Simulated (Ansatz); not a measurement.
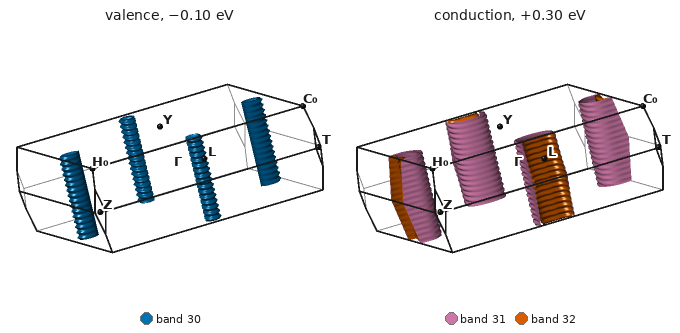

PbSe (Fmm2): constant-energy surfaces at both band edges (energies from each edge).

The calculation used DFT PBE, scalar-relativistic, plane waves, PAW; levels and slopes on a dense k mesh at the converged density in Ansatz 0.2.0. No spin polarisation. The levels come from a k mesh of 16×16×16 points. Cell and positions as given, without relaxation. The cell comes from a database of computed structures, not from a measurement.

Masses come from a second pass at points close to the extrema; at the energies drawn a band may no longer be parabolic.

Is the gap direct or indirect, and how large does the calculation make it?

The gap is indirect, 1.30 eV at this level of theory (semilocal functionals give gaps that are too small, and can reorder valleys that lie close). It is nearly direct: the smallest vertical gap, away from the named points and lines, is only 1.31 eV, so the kind of gap isn't settled at this level.

Give the valleys and their effective masses.

Valence band (extrema up to 0.10 eV from the edge): eight equivalent maxima away from the named points and lines, flat along one line in k (constant-energy surfaces there are tubes), with masses 0.12 and 0.18 mₑ across. Band 30 forms the valence edge. The surfaces have further parts: band 30 comes within 0.01 eV of the edge away from the named points and lines.
Conduction band (extrema up to 0.30 eV from the edge): eight equivalent minima away from the named points and lines, flat along one line in k (constant-energy surfaces there are tubes), with masses 0.12 and 0.15 mₑ across. Band 31 forms the conduction edge; band 32 begins 0.14 eV higher. The surfaces also take in L, where this band lies 0.16 eV above its edge, so they needn't be separate pockets. The surfaces have further parts: band 32 comes within 0.16 eV of the edge at L.

Where one band's surface lies inside another's, the outer one hides all or part of it.

Spin-orbit coupling, left out here, can change the gap, its kind, the place of the band edges and the masses, since the compound holds Pb and Se.

The run (self-consistency and the dense mesh) took 11 min on 1 thread of Arm Neoverse V1 (shared host), peak memory 2.3 GiB.
